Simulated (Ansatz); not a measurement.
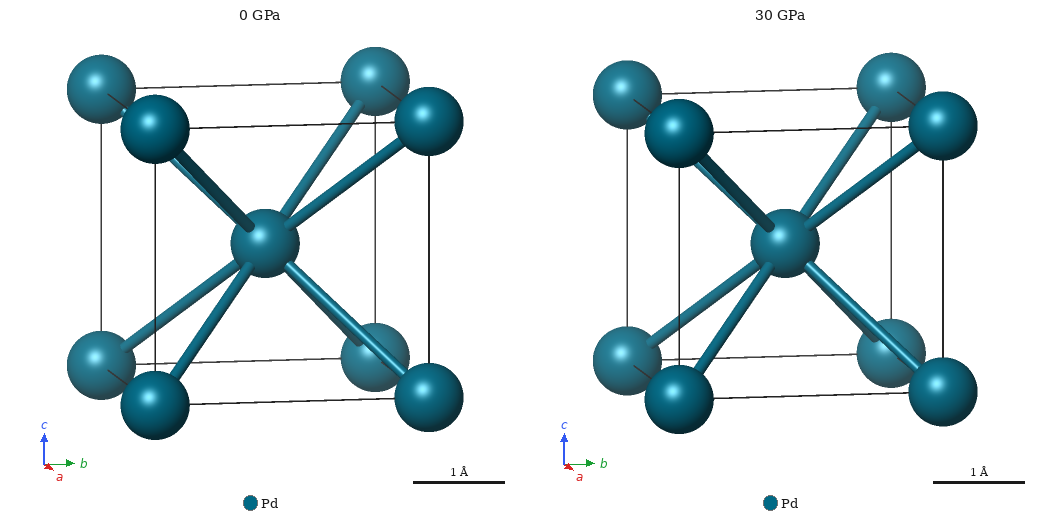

Pd, body-centred cubic (W type), space group Im-3m (No. 229), relaxed (cell and atoms) under a series of hydrostatic pressures; the conventional cell is drawn at the lowest and the highest, to one scale (sticks follow a distance rule). The start was a structure listed in the Materials Project. This isn't the form of Pd at room conditions, which is fcc.

Alike in all runs: Ansatz 0.2.0; functional PBEsol; potentials Ansatz PAW; cutoff 420 eV; k mesh 12 × 12 × 12 on the run's cell of 1 atom; occupations fermi-dirac, width 0.05 eV; no spin polarisation; no spin-orbit coupling.

| pressure (GPa) | volume (Å³/atom) | a (Å) |
| --- | --- | --- |
| 0.0 | 14.659 | 3.084 |
| 2.0 | 14.517 | 3.074 |
| 5.0 | 14.316 | 3.059 |
| 10.0 | 14.022 | 3.038 |
| 20.0 | ? | ? |
| 30.0 | 13.111 | 2.971 |

### Fit a third-order Birch-Murnaghan equation to the rows given and use it to fill in the volume that is left out.

The fit gives V0 = 14.66 Å³/atom, B0 = 200 GPa and B0′ = 5.3, which puts the volume at 20.0 GPa at 13.52 Å³/atom. The run gave volume 13.522 Å³/atom; a 3.002 Å.

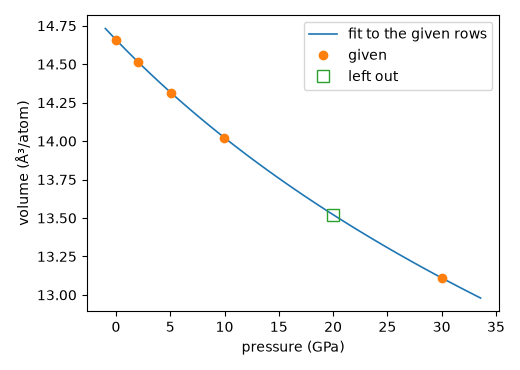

Volume against pressure, with the fit. The structure was kept in its own symmetry, so a change to another phase within this range wouldn't be seen.

Caveat: the plane-wave basis is chosen anew once the cell has moved, so the energies of steps on either side of that aren't comparable.
